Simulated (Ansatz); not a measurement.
# Dielectric response of NaI (001) films, part 2 of 5

How well do thin rocksalt NaI (001) films screen a perpendicular field?

Ansatz 0.2.0; plane-wave DFT, PBE, Ansatz PAW (set soft_1); PAW set soft_1 (the session's first sound run).

So far. Step 2 (Relaxing the film, 6 atoms, units 3): The gap is 3.77 eV, with the valence edge 6.02 eV and the conduction edge 2.25 eV under the upper vacuum level.

## (3) The relaxed film, single point, 6 atoms, units 3

The film was relaxed beforehand; a single point on the relaxed positions gives its levels and potential.

Input file input.yaml:

```yaml
crystal:
  lattice:
    - [4.57498087, 0.0, 0.0]
    - [0.0, 4.57498087, 0.0]
    - [0.0, 0.0, 24.47]
  atoms:
    - { symbol: Na, position: [0.5, 0.5, 0.3705391456] }
    - { symbol: I, position: [0.0, 0.0, 0.363578706] }
    - { symbol: Na, position: [0.0, 0.0, 0.5000000154] }
    - { symbol: I, position: [0.5, 0.5, 0.4999999627] }
    - { symbol: Na, position: [0.5, 0.5, 0.6294609078] }
    - { symbol: I, position: [0.0, 0.0, 0.6364212626] }
kpoints:
  mp_grid: { grid: [6, 6, 1] }
hamiltonian:
  xc: pbe
  pseudopotentials: { kind: paw, azcp: { folder: soft_1 } }
scf:
  occupations: { method: fixed }
  convergence: { dr2_threshold: 1.0e-09 }
efield:
  axis: 3
  dipole_correction: true
  ramp_position: 0.97
  ramp_width: 0.06
output:
  eigenvalues: true
  write_potential: true
  write_density: true
  volumetric_format: npy
```

Command:

```
ansatz run input.yaml --threads 4 --pin off --max-ram 8192MiB --backend cpu --events-out ev --progress --plain --runs-dir out
```

Numbers of over 12 decimals in the logs are rounded to 6 here.

The program printed:

```text
[...]
Crystal: 6 atoms, lattice volume = 512.168 Å³
Basis set: ecut = 420 eV, 10041 PW (Γ)
Bands: 47, of which v1, the nominal top of the filled ones, is band 39 counted from 1 (38 counted from 0)
Symmetry: 8 space group operations
k-points: 10 of 36
[...]
SCF iter   9: F=-27005.741872 eV  HF=-27005.741872 eV  |F-HF|=6.11e-10  |Δ(HF+E_count)|=   9.23e-9  Δρ=3.94e-7  dr2=8.93e-10  ethr=1.28e-12  p=-0.000 e·Å  D=-3.31e-7 V/Å  ΔV_dip=0.00 eV  dr2_dipole=1.37e-11  V_vac-E_F(+/−)=6.02/6.02 eV  ⟨swp⟩=19.5  Hψ=2782  notcnv=0
SCF 1 converged in 9 iterations: F = -27005.741872 eV  dr2 = 8.93e-10
[...]
WARN: The output density's exchange-correlation potential varies sharply where the density is thin. Do not read a vacuum level from v_tot or v_xc, or from such a field of the output density. On a cell that repeats whose density bears no net charge and no dipole along the vacuum's axis use v_es (v_loc + v_h of the components); under efield.dipole_correction with no amplitude use v_es + v_field, which holds any externa [...]
SCF converged after 9 iterations
Free energy (F): -27005.741872 eV
[...]
Internal energy: -27005.741872 eV  (E = F + TS)
E sigma→0 (E₀):  -27005.741872 eV
Fermi energy:    -2.435286 eV
Dipole field:    D = 0.000003 V/Å  (p = 0.000008 e·Å, saw-weighted, corrected)
Work function:   Φ+ = 6.0182 eV   Φ− = 6.0183 eV
[...]
--- Band table (eV; the first three rows and the last of 10) ---
  k-point 0: bands = [... 35 lower, -2.5895, -2.5895, -2.4364, -2.4364, 1.3317, 1.9699, 2.3955, 3.2837, ... 4 higher]
  k-point 1: bands = [... 35 lower, -2.7339, -2.5600, -2.5174, -2.4353, 1.8544, 2.2734, 2.7537, 3.4263, ... 4 higher]
  k-point 2: bands = [... 35 lower, -2.6869, -2.6651, -2.4991, -2.4481, 2.7059, 2.8164, 3.0153, 3.7575, ... 4 higher]
  k-point 9: bands = [... 35 lower, -3.2957, -3.2957, -2.7933, -2.7010, 2.1660, 2.6314, 2.6584, 3.6095, ... 4 higher]
```

The job ended after 7.5 s (4 threads of Arm Neoverse V2, shared host; peak memory 0.87 GiB).

Numbers from this step:

| Item | Value |
| --- | --- |
| dipole along the normal | 7.87e-6 e·Å |

Running mean over 3.235 Å of the planar mean; the ramp of the sawtooth is left out. Table of electron's electrostatic potential energy less the highest filled level by z:

```tsv
z (Å)	electron's electrostatic potential energy less the highest filled level (eV)
4	6.02
6	5.88
8	0.860
10	0.252
12	0.0561
14	0.198
16	0.302
18	5.52
20	6.02
```

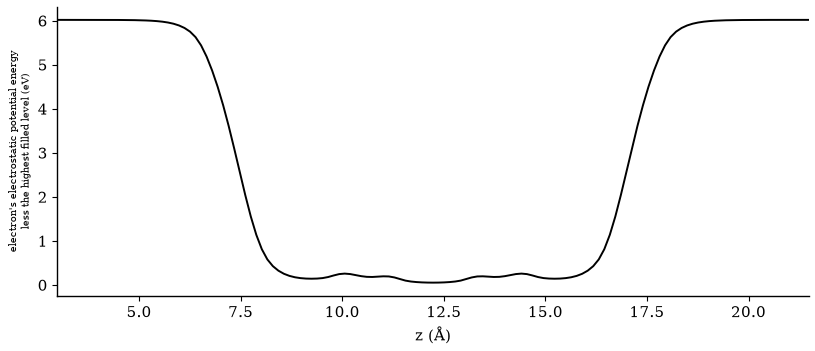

Electron's electrostatic potential energy less the highest filled level against z.

The gap is 3.77 eV, with the valence edge 6.02 eV and the conduction edge 2.25 eV under the upper vacuum level.

## (4) Single point, 6 atoms, units 3, field 0.05 V/Å

A sawtooth potential applies the field, turning back in the middle of the vacuum. With the dipole correction the typed value is the field outside the slab. The induced dipole is small, so the SCF threshold is tight.

Changes to input.yaml since step 3:

```diff
@@ -19,3 +19,3 @@
   occupations: { method: fixed }
-  convergence: { dr2_threshold: 1.0e-09 }
+  convergence: { dr2_threshold: 1.0e-10 }
 efield:
@@ -25,4 +25,4 @@
   ramp_width: 0.06
+  amplitude: 0.05
 output:
-  eigenvalues: true
   write_potential: true
```

The program printed:

```text
[...]
Crystal: 6 atoms, lattice volume = 512.168 Å³
Basis set: ecut = 420 eV, 10041 PW (Γ)
Bands: 47, of which v1, the nominal top of the filled ones, is band 39 counted from 1 (38 counted from 0)
Symmetry: 8 space group operations
k-points: 10 of 36
[...]
SCF iter  11: F=-27005.742914 eV  HF=-27005.742914 eV  |F-HF|=2.04e-10  |Δ(HF+E_count)|=  2.95e-10  Δρ=6.43e-8  dr2=1.69e-11  ethr=1.00e-12  p=0.042 e·Å  D=1.47e-2 V/Å  ΔV_dip=-0.36 eV  dr2_dipole=4.27e-14  V_vac-E_F(+/−)=6.36/5.61 eV  ⟨swp⟩=3.1  Hψ=966  notcnv=0
SCF 1 converged in 11 iterations: F = -27005.742914 eV  dr2 = 1.69e-11
[...]
SCF converged after 11 iterations
[...]
Free energy (F): -27005.742914 eV
[...]
Internal energy: -27005.742914 eV  (E = F + TS)
E sigma→0 (E₀):  -27005.742914 eV
Fermi energy:    -2.419993 eV
Dipole field:    D = 0.014738 V/Å  (p = 0.041716 e·Å, saw-weighted, corrected)
Work function:   not extracted (applied field tilts the vacuum); planar V_es + V_field profile in the machine report
[...]
--- Band table (eV; the first three rows and the last of 10) ---
  k-point 0: bands = [... 35 lower, -2.5989, -2.5989, -2.4256, -2.4256, 1.3262, 1.9719, 2.3962, 3.1822, ... 4 higher]
  k-point 1: bands = [... 35 lower, -2.7298, -2.5720, -2.5142, -2.4220, 1.8451, 2.2781, 2.7546, 3.3547, ... 4 higher]
  k-point 2: bands = [... 35 lower, -2.7097, -2.6403, -2.5251, -2.4212, 2.6763, 2.8367, 3.0198, 3.7236, ... 4 higher]
  k-point 9: bands = [... 35 lower, -3.2907, -3.2907, -2.8151, -2.6796, 2.1605, 2.6312, 2.6632, 3.6079, ... 4 higher]
```

It took 8.4 s on 4 threads; peak memory 0.84 GiB; 32 s of CPU time.

Numbers from this step:

| Property | Result |
| --- | --- |
| gap on the k-mesh | 3.746 eV |
| dipole along the normal | 0.04172 e·Å |

The dipole is 0.0417 e·Å, and the gap on the mesh 3.746 eV.

## (5) Atoms held, 6 atoms, units 3, field -0.05 V/Å

Changes to input.yaml since step 4:

```diff
@@ -25,3 +25,3 @@
   ramp_width: 0.06
-  amplitude: 0.05
+  amplitude: -0.05
 output:
```

The program printed:

```text
[...]
Crystal: 6 atoms, lattice volume = 512.168 Å³
Basis set: ecut = 420 eV, 10041 PW (Γ)
Bands: 47, of which v1, the nominal top of the filled ones, is band 39 counted from 1 (38 counted from 0)
Symmetry: 8 space group operations
k-points: 10 of 36
[...]
k-point 0: bands = [... 35 lower, -2.5989, -2.5989, -2.4256, -2.4256, 1.3262, 1.9719, 2.3962, 3.1822, ... 4 higher]
  k-point 1: bands = [... 35 lower, -2.7298, -2.5720, -2.5142, -2.4220, 1.8451, 2.2781, 2.7546, 3.3547, ... 4 higher]
  k-point 2: bands = [... 35 lower, -2.7097, -2.6403, -2.5251, -2.4212, 2.6763, 2.8367, 3.0198, 3.7236, ... 4 higher]
  k-point 9: bands = [... 35 lower, -3.2907, -3.2907, -2.8151, -2.6796, 2.1605, 2.6312, 2.6632, 3.6079, ... 4 higher]
[key lines of the parts left out:]
SCF converged after 11 iterations
Free energy (F): -27005.742914 eV
Fermi energy:    -2.419986 eV
Dipole field:    D = -0.014738 V/Å  (p = -0.041714 e·Å, saw-weighted, corrected)
```

The job ended after 7.1 s (4 threads; peak memory 0.84 GiB; 27 s of CPU time).

The dipole is -0.0417 e·Å, and the gap on the mesh 3.746 eV.

## (6) Response with the atoms held, 6 atoms, units 3

This step: plane-wave DFT, PBE, Ansatz PAW (set soft_1); response to a field along the normal, atoms held; PAW set soft_1 (Ansatz 0.2.0).

The two fields give this film's response with the atoms held: the electronic part.

Numbers from this step:

- equivalent conductor thickness p/(ε₀AE): 7.213 Å
- distance between the outer atoms: 6.676 Å
- thickness: 9.705 Å

Local field over the applied field, running mean. From the potentials at -0.05 and 0.05 V/Å; running mean over 3.235 Å, taken twice. Local field over applied field against z:

```tsv
z (Å)	local field over applied field
4	0.990
6	0.853
8	0.486
10	0.298
12	0.298
14	0.293
16	0.413
18	0.778
20	0.982
```

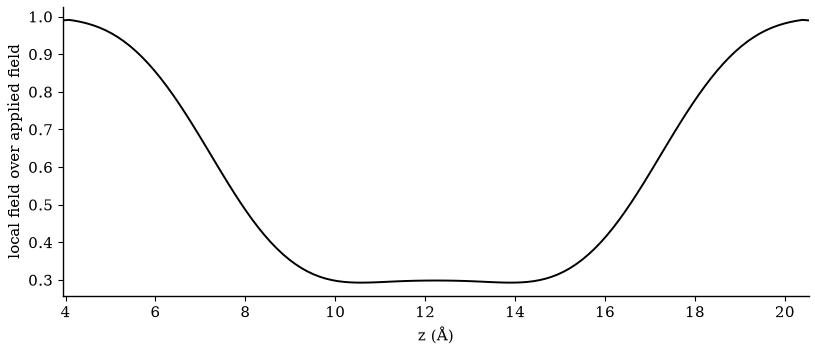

Local field over applied field, plotted against z.

The induced electron density oscillates, so the rows of the table below give means over windows of 2 Å about each position, cut where the curve ends. Its maxima inside the range that stand out by 2 % of the span (Å: e/Å³ per V/Å): 7.7: 0.00316, 11.3: 0.00162, 14.5: 0.00183. Its minima: 9.9: -0.00183, 13.2: -0.00162, 16.7: -0.00316.

Electrons, planar mean, per unit field. Induced electron density against z; means over each step:

```tsv
z (Å)	induced electron density (e/Å³ per V/Å)
4	1.6e-5
6	5.1e-4
8	0.00188
10	-7.6e-4
12	3.6e-4
14	2.4e-4
16	-0.00117
18	-0.00104
20	-3.3e-5
```

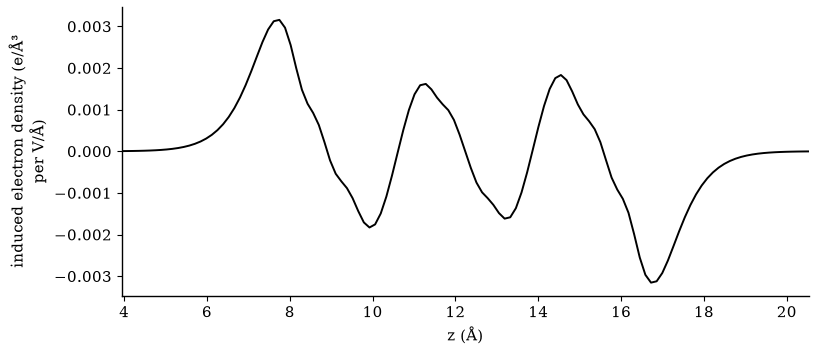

Induced electron density, plotted against z.

By hand: between -0.05 and 0.05 V/Å the dipole changes by 0.08343 e·Å, a slope of 0.8343 e·Å²/V. A perfect conductor of thickness t has p = ε₀AEt, so t = 180.95 × 0.8343 / 20.930 = 7.21 Å (e/ε₀ = 180.95 V·Å, A in Å²).

The induced dipole is that of a conductor 7.21 Å thick.

## (7) Field on, atoms free, 6 atoms, field 0.05 V/Å

This step: plane-wave DFT, PBE, Ansatz PAW (set soft_1); PAW set soft_1 (Ansatz 0.2.0).

Now the atoms may follow the field. A weak field makes forces of meV/Å to tens of meV/Å, so the force tolerance is set well below the usual one.

Changes to input.yaml since step 5:

```diff
@@ -25,3 +25,6 @@
   ramp_width: 0.06
-  amplitude: -0.05
+  amplitude: 0.05
+relax:
+  f_tol: 0.0006
+  max_steps: 70
 output:
```

The program printed:

```text
[...]
Crystal: 6 atoms, lattice volume = 512.168 Å³
Basis set: ecut = 420 eV, 10041 PW (Γ), exchange–correlation on 64×64×360 points (8 copies of the dense FFT grid, shifted against one another)
Bands: 47, of which v1, the nominal top of the filled ones, is band 39 counted from 1 (38 counted from 0)
Symmetry: 8 space group operations
k-points: 10 of 36
[...]
SCF iter  11: F=-27005.742851 eV  HF=-27005.742851 eV  |F-HF|=2.76e-10  |Δ(HF+E_count)|=  4.11e-10  Δρ=7.26e-8  dr2=2.16e-11  ethr=1.00e-12  p=0.042 e·Å  D=1.47e-2 V/Å  ΔV_dip=-0.36 eV  dr2_dipole=7.23e-14  V_vac-E_F(+/−)=6.36/5.61 eV  ⟨swp⟩=7.0  Hψ=2240  notcnv=0
SCF 1 converged in 11 iterations: F = -27005.742851 eV  dr2 = 2.16e-11
[...]
relax step   1: F+E_penalty+E_count = -27005.74285143 eV  Δ(F+E_penalty+E_count) = +0.000e0 eV  max|allowed force component| = 1.955e-2 eV/Å  Δτ_max = 0.0000 Å  (11 SCF iters, accepted)
[...]
SCF iter   7: F=-27005.743133 eV  HF=-27005.743133 eV  |F-HF|=1.06e-10  |Δ(HF+E_count)|=   2.35e-9  Δρ=7.72e-8  dr2=2.32e-11  ethr=1.00e-12  p=0.050 e·Å  D=1.75e-2 V/Å  ΔV_dip=-0.43 eV  dr2_dipole=1.11e-12  V_vac-E_F(+/−)=6.34/5.65 eV  ⟨swp⟩=5.5  Hψ=2387  notcnv=0
SCF 2 converged in 7 iterations: F = -27005.743133 eV  dr2 = 2.32e-11
relax step   2: F+E_penalty+E_count = -27005.74313298 eV  Δ(F+E_penalty+E_count) = -2.815e-4 eV  max|allowed force component| = 8.928e-3 eV/Å  Δτ_max = 0.0079 Å  (7 SCF iters, accepted)
SCF iter   1: F=—  HF=-27005.743079 eV  |F-HF|=—  |Δ(HF+E_count)|=         —  Δρ=4.63e-5  dr2=7.47e-5  ethr=6.96e-7  p=0.050 e·Å  D=1.75e-2 V/Å  ΔV_dip=-0.43 eV  dr2_dipole=4.24e-5  V_vac-E_F(+/−)=6.34/5.65 eV  ⟨swp⟩=5.2  Hψ=871  notcnv=0  defer=60
[...]
SCF iter   7: F=-27005.743189 eV  HF=-27005.743189 eV  |F-HF|=8.73e-11  |Δ(HF+E_count)|=   1.35e-9  Δρ=7.17e-8  dr2=1.81e-11  ethr=1.00e-12  p=0.055 e·Å  D=1.93e-2 V/Å  ΔV_dip=-0.47 eV  dr2_dipole=4.64e-13  V_vac-E_F(+/−)=6.32/5.68 eV  ⟨swp⟩=7.0  Hψ=2279  notcnv=0
SCF 3 converged in 7 iterations: F = -27005.743189 eV  dr2 = 1.81e-11
relax step   3: F+E_penalty+E_count = -27005.74318939 eV  Δ(F+E_penalty+E_count) = -5.641e-5 eV  max|allowed force component| = 1.396e-3 eV/Å  Δτ_max = 0.0049 Å  (7 SCF iters, accepted)
[...]
relax step   4: F+E_penalty+E_count = -27005.74319124 eV  Δ(F+E_penalty+E_count) = -1.849e-6 eV  max|allowed force component| = 6.200e-4 eV/Å  Δτ_max = 0.0008 Å  (5 SCF iters, accepted)
[...]
relax step   5: F+E_penalty+E_count = -27005.74319107 eV  Δ(F+E_penalty+E_count) = +1.741e-7 eV  max|allowed force component| = 7.700e-4 eV/Å  Δτ_max = 0.0009 Å  (6 SCF iters, rejected (line search))
SCF iter   1: F=—  HF=-27005.743192 eV  |F-HF|=—  |Δ(HF+E_count)|=         —  Δρ=5.64e-6  dr2=6.94e-7  ethr=4.61e-9  p=0.054 e·Å  D=1.91e-2 V/Å  ΔV_dip=-0.47 eV  dr2_dipole=4.53e-7  V_vac-E_F(+/−)=6.33/5.68 eV  ⟨swp⟩=3.3  Hψ=914  notcnv=0  defer=60
[...]
SCF iter   6: F=-27005.743192 eV  HF=-27005.743192 eV  |F-HF|=2.55e-11  |Δ(HF+E_count)|=  4.95e-10  Δρ=5.03e-8  dr2=6.03e-12  ethr=1.00e-12  p=0.055 e·Å  D=1.93e-2 V/Å  ΔV_dip=-0.47 eV  dr2_dipole=4.40e-14  V_vac-E_F(+/−)=6.32/5.68 eV  ⟨swp⟩=6.0  Hψ=2160  notcnv=0
SCF 6 converged in 6 iterations: F = -27005.743192 eV  dr2 = 6.03e-12
relax step   6: F+E_penalty+E_count = -27005.74319156 eV  Δ(F+E_penalty+E_count) = -3.257e-7 eV  max|allowed force component| = 2.873e-4 eV/Å  Δτ_max = 0.0004 Å  (6 SCF iters, accepted)
NSCF: frozen V_eff on 10 k-points
[...]
SCF converged after 6 iterations
[...]
Free energy (F): -27005.743192 eV
[...]
Internal energy: -27005.743192 eV  (E = F + TS)
E sigma→0 (E₀):  -27005.743192 eV
Fermi energy:    -2.435687 eV
Dipole field:    D = 0.019311 V/Å  (p = 0.054660 e·Å, saw-weighted, corrected)
Work function:   not extracted (applied field tilts the vacuum); planar V_es + V_field profile in the machine report
[...]
--- Forces (eV/Å), atoms counted from 1 ---
  atom   1  Na     0.00000000     0.00000000    -0.00016055
  atom   2  I      0.00000000     0.00000000     0.00002431
  atom   3  Na    -0.00000000     0.00000000     0.00028558
  atom   4  I     -0.00000000     0.00000000    -0.00003526
  atom   5  Na     0.00000000     0.00000000    -0.00016841
  atom   6  I      0.00000000     0.00000000     0.00004373
  max |Σ_I F_I| component: 1.06e-5 eV/Å
--- Band table (eV; the first three rows and the last of 10) ---
  k-point 0: bands = [... 35 lower, -2.5905, -2.5905, -2.4372, -2.4372, 1.3278, 1.9672, 2.3908, 3.2257, ... 4 higher]
  k-point 1: bands = [... 35 lower, -2.7355, -2.5612, -2.5185, -2.4357, 1.8496, 2.2721, 2.7498, 3.3884, ... 4 higher]
  k-point 2: bands = [... 35 lower, -2.6919, -2.6624, -2.5018, -2.4463, 2.6985, 2.8173, 3.0139, 3.7440, ... 4 higher]
  k-point 9: bands = [... 35 lower, -3.2978, -3.2978, -2.7935, -2.6992, 2.1638, 2.6248, 2.6558, 3.6073, ... 4 higher]
--- Relaxed structure (6 steps of the walk, 5 accepted, 0 SCFs on fresh bases) ---
  F+E_penalty+E_count = -27005.74319156 eV   max|allowed force component| = 2.873e-4 eV/Å
  atoms:
    - { symbol: Na, position: [0.500000, 0.500000, 0.370695] }
    - { symbol: I, position: [0, 0.0, 0.363029] }
    - { symbol: Na, position: [0, 0.0, 0.500184] }
    - { symbol: I, position: [0.500000, 0.500000, 0.499952] }
    - { symbol: Na, position: [0.500000, 0.500000, 0.629908] }
    - { symbol: I, position: [0, 0.0, 0.636231] }
```

The job ended after 23 s (4 threads; peak memory 0.81 GiB).

Step by step:

```tsv
step	energy less that of the first step (eV)	largest force component (eV/Å)
1	0.0000	0.0196
2	-0.0003	0.0089
3	-0.0003	0.0014
4	-0.0003	0.0006
5	-0.0003	0.0008
6	-0.0003	0.0003
```

Relaxation step 5 was tried and not accepted.

The run keeps the 8 symmetry operations that it works with, so distortions that break them were not tested.

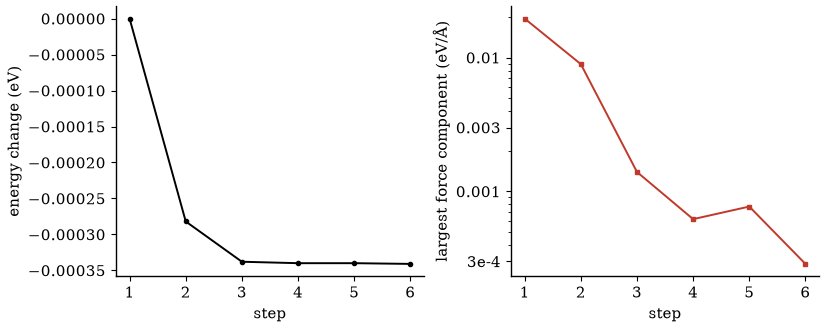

Energy and largest force along the relaxation.

The atoms that moved most (Å):

```tsv
atom	dx	dy	dz	length
I2	0.000	0.000	-0.013	0.013
Na5	0.000	0.000	0.011	0.011
```

Final coordinates:

```xyz
6
Lattice="4.5750 0.0000 0.0000 0.0000 4.5750 0.0000 0.0000 0.0000 24.4700" Properties=species:S:1:pos:R:3
Na    2.2875    2.2875    9.0709
I     0.0000    0.0000    8.8833
Na    0.0000    0.0000   12.2395
I     2.2875    2.2875   12.2338
Na    2.2875    2.2875   15.4139
I     0.0000    0.0000   15.5686
```

This step gave:

```yaml
gap_on_the_k_mesh: 3.764 eV
dipole_along_the_normal: 0.05466 e·Å
```

The relaxation took 6 steps and lowered the energy by 3.4e-4 eV; the largest force on the free atoms ends at 2.9e-4 eV/Å.

The dipole is 0.0547 e·Å, and the gap on the mesh 3.764 eV.

## (8) Field on, atoms free, 6 atoms, field -0.05 V/Å

The opposite sign, again from the field-free geometry; the difference of the two cancels what relaxes without a field.

Changes to input.yaml since step 7:

```diff
@@ -25,3 +25,3 @@
   ramp_width: 0.06
-  amplitude: 0.05
+  amplitude: -0.05
 relax:
```

The program printed:

```text
[...]
Crystal: 6 atoms, lattice volume = 512.168 Å³
Basis set: ecut = 420 eV, 10041 PW (Γ), exchange–correlation on 64×64×360 points (8 copies of the dense FFT grid, shifted against one another)
Bands: 47, of which v1, the nominal top of the filled ones, is band 39 counted from 1 (38 counted from 0)
Symmetry: 8 space group operations
k-points: 10 of 36
[...]
F+E_penalty+E_count = -27005.74319156 eV   max|allowed force component| = 2.892e-4 eV/Å
  atoms:
    - { symbol: Na, position: [0.500000, 0.500000, 0.370092] }
    - { symbol: I, position: [0, 0.0, 0.363769] }
    - { symbol: Na, position: [0, 0.0, 0.499816] }
    - { symbol: I, position: [0.500000, 0.500000, 0.500048] }
    - { symbol: Na, position: [0.500000, 0.500000, 0.629305] }
    - { symbol: I, position: [0, 0.0, 0.636971] }
[key lines of the parts left out:]
SCF converged after 5 iterations
Free energy (F): -27005.743192 eV
Fermi energy:    -2.435688 eV
Dipole field:    D = -0.019311 V/Å  (p = -0.054659 e·Å, saw-weighted, corrected)
```

Elapsed: 22 s, on 4 threads; peak memory 0.81 GiB.

Step by step:

```tsv
step	energy less that of the first step (eV)	largest force component (eV/Å)
1	0.0000	0.0196
2	-0.0003	0.0089
3	-0.0003	0.0014
4	-0.0003	0.0006
5	-0.0003	0.0008
6	-0.0003	0.0003
```

Relaxation step 5 was tried and not accepted.

Forces are held to the 8 operations that the run works with; a distortion that breaks them can't arise in this run.

The atoms that moved most (Å):

```tsv
atom	dx	dy	dz	length
I6	0.000	0.000	0.013	0.013
Na1	0.000	0.000	-0.011	0.011
```

The relaxed structure:

```xyz
6
Lattice="4.5750 0.0000 0.0000 0.0000 4.5750 0.0000 0.0000 0.0000 24.4700" Properties=species:S:1:pos:R:3
Na    2.2875    2.2875    9.0561
I     0.0000    0.0000    8.9014
Na    0.0000    0.0000   12.2305
I     2.2875    2.2875   12.2362
Na    2.2875    2.2875   15.3991
I     0.0000    0.0000   15.5867
```

The relaxation took 6 steps and lowered the energy by 3.4e-4 eV; the largest force on the free atoms ends at 2.9e-4 eV/Å.

The dipole is -0.0547 e·Å, and the gap on the mesh 3.764 eV.

## (9) Response with the atoms relaxed, 6 atoms, units 3

This step: plane-wave DFT, PBE, Ansatz PAW (set soft_1); response to a field along the normal, atoms relaxed; PAW set soft_1 (Ansatz 0.2.0).

The two relaxed runs give the static response.

Numbers from this step:

| Item | Value |
| --- | --- |
| equivalent conductor thickness p/(ε₀AE) | 9.451 Å |
| distance between the outer atoms | 6.685 Å |

Local field over the applied field, running mean. From the potentials at -0.05 and 0.05 V/Å; running mean over 3.235 Å, taken twice. Table of local field over applied field by z:

```tsv
z (Å)	local field over applied field
4	0.986
6	0.760
8	0.392
10	0.0982
12	-0.0286
14	0.0790
16	0.384
18	0.667
20	0.962
```

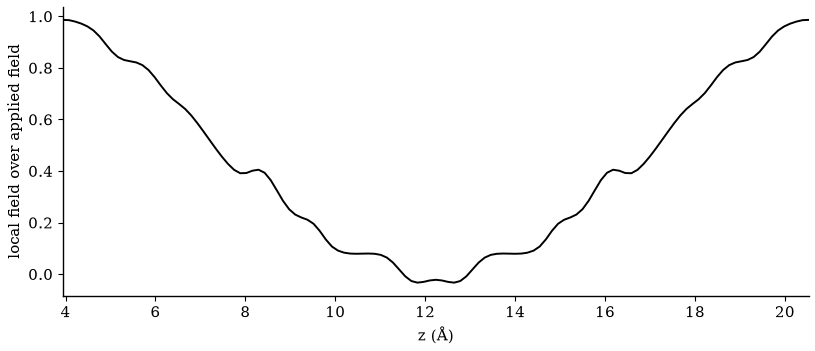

Local field over applied field, plotted against z.

The induced dipole is that of a conductor 9.45 Å thick.

(Part 2 of 5 ends here.)

[Logs are printed without paths, hosts, clocks, repeated set-up lines and the standing remarks that a program may print on its own settings, such as how far it seeks lower states.]

[Hosts, paths, dates, database ids (printed as entryN), source tags and the programs' standing remarks are cut or masked in the printed files.]

[Maps of the electrostatic potential energy from Ansatz leave out the sawtooth potential of an applied field or a dipole correction, so their vacuum need not be flat; planar profiles and work functions include it.]
